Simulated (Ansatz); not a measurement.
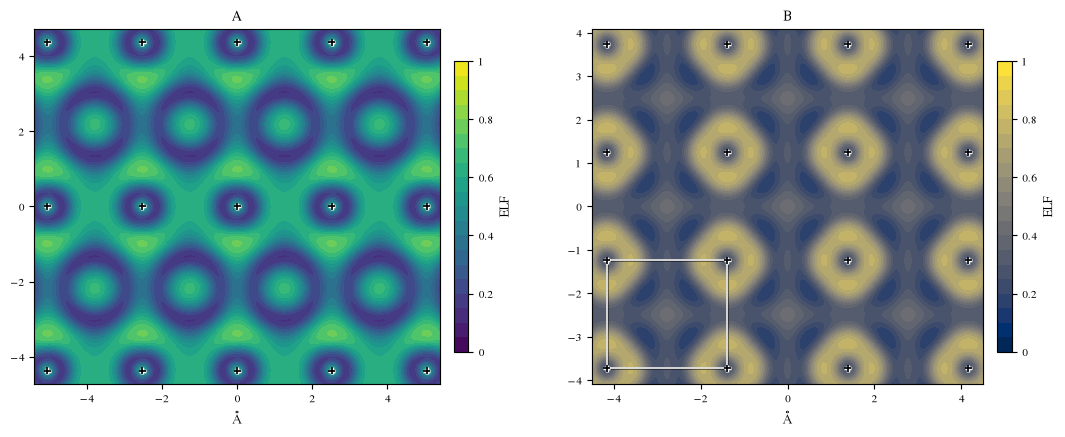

The electron localisation function of 2 systems, each on a plane through atoms (crosses mark nuclei in the plane).

All numbers below come from Ansatz 0.2.0, DFT r2SCAN, scalar-relativistic, plane waves, PAW.

System 1: Ta$_{2}$Si, the (11̄0) plane of the conventional cell. Space group I4/mcm; a structure from a database of computed crystals, not necessarily the ambient phase.

```
Ta Si
1.0
     6.17553    0.00000    0.00000
     0.00000    6.17553    0.00000
     0.00000    0.00000    5.04728
Ta Si
8 4
Direct
  0.33641 0.16359 0.50000
  0.83641 0.66359 0.00000
  0.33641 0.83641 0.00000
  0.83641 0.33641 0.50000
  0.16359 0.33641 0.00000
  0.66359 0.83641 0.50000
  0.66359 0.16359 0.00000
  0.16359 0.66359 0.50000
  0.00000 0.00000 0.25000
  0.50000 0.50000 0.75000
  0.00000 0.00000 0.75000
  0.50000 0.50000 0.25000
```

System 2: Mo, the (010) plane of the conventional cell. Space group P6/mmm; a structure from a database of computed crystals, not necessarily the ambient phase; computed without spin polarisation.

**Match each panel to its system.**

Panel A is system 1, Ta$_{2}$Si: the plane holds Si. Si–Si (2.52 Å): the ELF peaks at about 0.65 between the atoms. Panel B is system 2, Mo: the plane holds Mo. Mo–Mo (2.49 Å): the ELF is about 0.30 at the midpoint.
